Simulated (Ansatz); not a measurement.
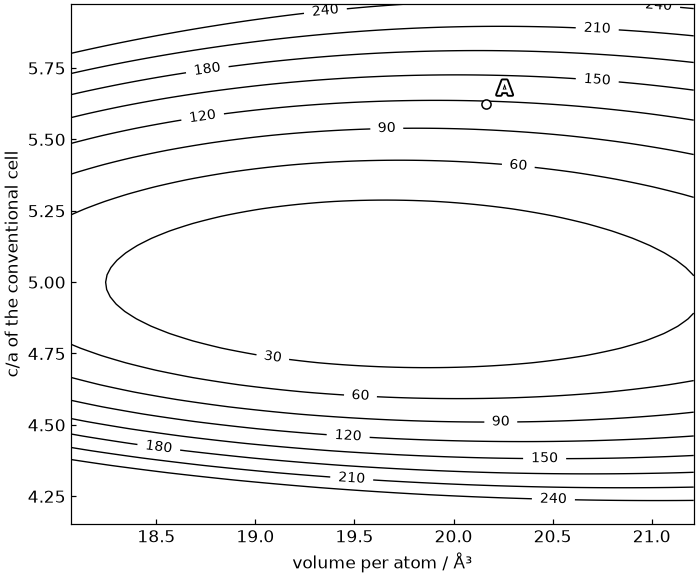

GaP (R-3m, No. 166; 4 atoms in the cell). The energy is mapped over volume and the cell's shape. First axis: volume per atom. Second axis: c/a of the conventional cell. Nothing is relaxed (fractional coordinates fixed). The scan uses a 7 × 7 grid. Points are written as (first, second). Energies: meV/atom, counted from the lowest grid point. The band gap closes in part of the range. Level of theory: Ansatz 0.2.0, DFT LDA, scalar-relativistic, plane waves, PAW. Settings: cutoff 420 eV, k-mesh 9×9×9, gaussian smearing 0.05 eV, no spin polarisation.

In the figure: contour lines labelled in meV/atom (none above 240), the point A. Between grid points the surface is interpolated.

Question: Which way does the force act at A, and how strong is it?

Answer: A, at (20.16 Å³, 5.624), is not a stationary point. The computed force is 6.7 meV/atom for each Å³ towards smaller values of volume per atom and 310 meV/atom for each unit towards smaller values of c/a of the conventional cell.

PAW datasets: the set soft_1.
